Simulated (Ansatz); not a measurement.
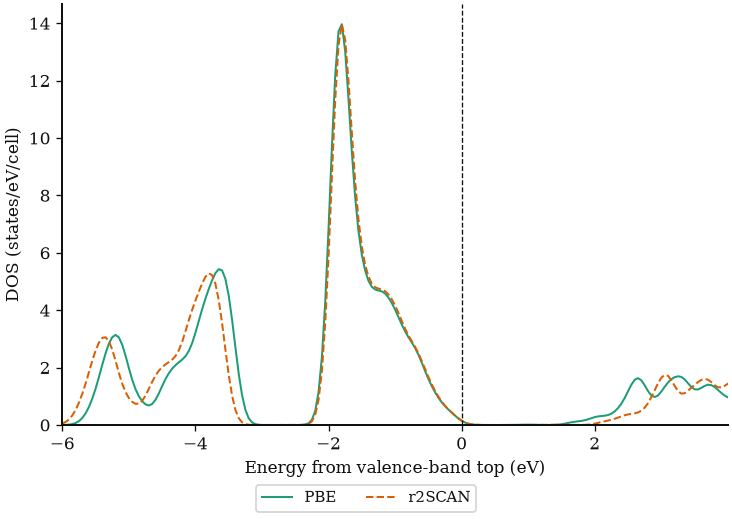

Total densities of states of CuI, space group I-4m2 (No. 119), 2 atoms in the cell, epitaxial (xy) strain +5.7%, by two methods on the same cell. The curves are built from the levels of the k mesh with Gaussians 0.3 eV wide, which also blur the band edges. Each is counted from its own valence-band top.

How do the methods compare?

Answer. PBE gives a gap of 1.00 eV and r2SCAN gives a gap of 1.49 eV.

Settings. PBE: DFT, PBE, plane waves, PAW, no spin polarisation, 8×8×8 k mesh, 420 eV cutoff, Fermi-Dirac smearing of 0.02 eV (Ansatz). r2SCAN: DFT, r2SCAN, plane waves, PAW, no spin polarisation, 8×8×8 k mesh, 500 eV cutoff (Ansatz).

Spin-orbit coupling is left out, which matters for I.
